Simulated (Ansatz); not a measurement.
# Mo₃P₄: what the fields show

Input

```
crystal:
  lattice:
    - [4.8282492182, 0.0, 0.0]
    - [0.0, 4.8282492182, 0.0]
    - [0.0, 0.0, 4.8282492182]
  atoms:
    - { symbol: Mo, position: [0.0, 0.5, 0.5] }
    - { symbol: Mo, position: [0.5, 0.0, 0.5] }
    - { symbol: Mo, position: [0.5, 0.5, 0.0] }
    - { symbol: P, position: [0.5, 0.0, 0.0] }
    - { symbol: P, position: [0.0, 0.5, 0.0] }
    - { symbol: P, position: [0.0, 0.0, 0.5] }
    - { symbol: P, position: [0.0, 0.0, 0.0] }
basis:
  ecutwfc: 420
kpoints:
  mp_grid: { grid: [8, 8, 8] }
hamiltonian:
  xc: pbe
scf:
  occupations: { method: gaussian, width: 0.1 }
output:
  forces: true
  stress: true
  eigenvalues: true
  write_density: true
  write_potential: true
  elf: true
  volumetric_format: npy
relax:
  adjacent_minimum: "off"
  f_tol: 0.01
  max_steps: 80
  cell: { stress_tol: 0.05 }
```

Run with:

```sh
ansatz run input.yaml --threads 1 --pin off --max-ram 2048MiB --backend cpu --events-out ev --progress --plain --runs-dir out
```

Below, planes, directions and counts refer to the conventional cell (a = 4.82 Å, b = 4.82 Å, c = 4.82 Å, α = 90.00°, β = 90.00°, γ = 90.00°).

The fields are those of the relaxed geometry.

Space group Pm-3m; a structure generated by program, which may or may not match a known phase; computed without spin polarisation.

All numbers below come from DFT PBE, scalar-relativistic, plane waves, PAW (Ansatz 0.2.0).

In a PAW calculation such maps are meaningful between the atoms, not at the nuclei.

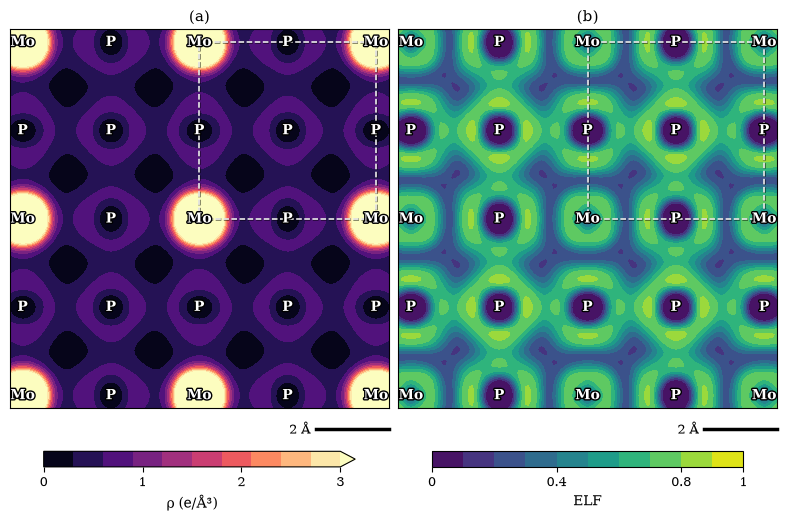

Figure 1. (a) valence pseudo-density; (b) ELF on the (010) plane of the conventional cell.

### Interpret the plot.

The section cuts through Mo and P sites. Mo–P (2.41 Å): ρ is about 0.55 e/Å³ halfway; the ELF peaks at about 0.80 in the valence shell of P, 0.8 Å from its nucleus, and is about 0.40 at the midpoint. P–P (2.41 Å): the density is about 0.49 e/Å³ at the midpoint; the ELF peaks at about 0.85 between the atoms. Between the atoms the lowest density in this plane is 0.18 e/Å³. The features right at Mo lie inside the PAW spheres, where the map follows smoothed inner orbitals and isn't to be read closely.

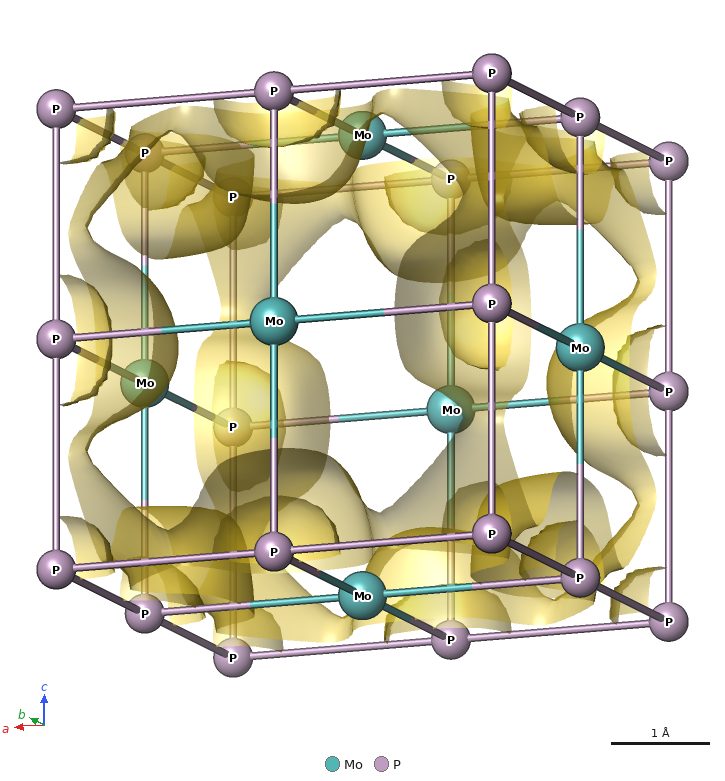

Figure 2. Isosurface of the electron localisation function at 0.6 (yellow), seen at an oblique angle. Core shells and regions of very low density are left out. Sticks mark near contacts.

### Describe the localisation domains.

The ELF exceeds this value in one network that runs through the whole crystal, counted in one cell of 7 atoms. Any copies at cell faces, edges or corners count once.

### Metal or insulator at this level of theory?

It is metallic or semimetallic at this level of theory: no gap opens.
